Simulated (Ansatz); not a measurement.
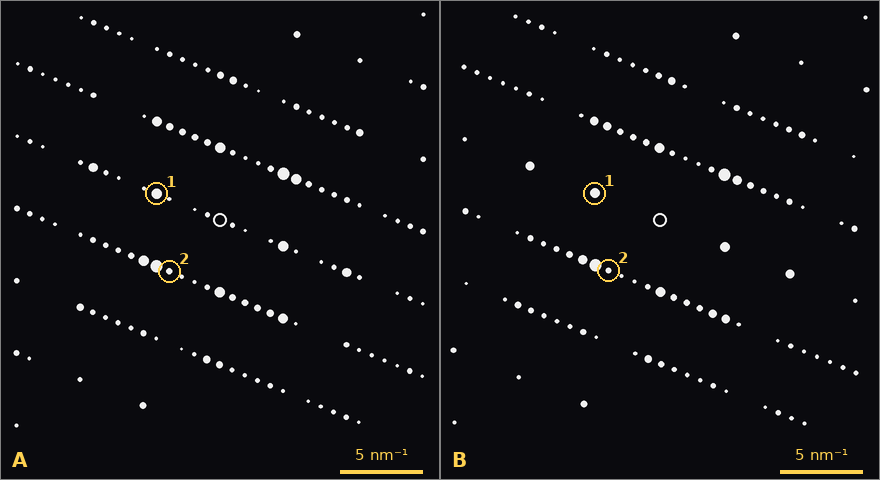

Kinematic electron diffraction patterns (300 kV, B = 0.5 Å², same scale) along [100] of the run's own cell, for the start and the end of one relaxation of LiH with DFT PBE, scalar-relativistic, plane waves, PAW in Ansatz. k mesh 9×9×3. The start is a generated model structure, and the relaxation ends in the nearest stationary point of its symmetry, not necessarily the ground state. Spot 1 is 0 0 -5 and spot 2 is 0 1 -2 in both.

Start structure:

```
CELL_PARAMETERS angstrom
2.83354 0.00000 0.00000
-1.41677 2.45392 0.00000
0.00000 0.00000 11.56790
ATOMIC_POSITIONS crystal
Li 0.00000 0.00000 0.00000
H 0.66667 0.33333 0.10000
Li 0.33333 0.66667 0.20000
H 0.66667 0.33333 0.30000
Li 0.00000 0.00000 0.40000
H 0.66667 0.33333 0.50000
Li 0.33333 0.66667 0.60000
H 0.00000 0.00000 0.70000
Li 0.66667 0.33333 0.80000
H 0.33333 0.66667 0.90000
```

Question: Which pattern belongs to the start structure, and which to the relaxed one?

Answer: B is the start: its cell gives d(1) = 2.314 Å, d(2) = 2.259 Å and an angle of 67.0°. A is the relaxed structure, with d(1) = 2.377 Å (+2.8 %), d(2) = 2.253 Å (-0.3 %) and 67.7°.

Question: Name reflections whose intensity changes strongly on relaxation.

Answer: 0 0 9, 0 0 1, 0 0 11 come into sight.

Question: Summarise the relaxation behind the change.

Answer: The volume changed by +1.1 % to 8.13 Å³ an atom; with the mean shift removed, the atoms moved by up to 0.11 Å relative to the cell (H most); the space group stayed P-3m1 (No. 164); the free energy fell by 7.1 meV an atom. Relaxed cell: a = 2.811 Å, b = 2.811 Å, c = 11.887 Å, α = 90.00°, β = 90.00°, γ = 120.00°.
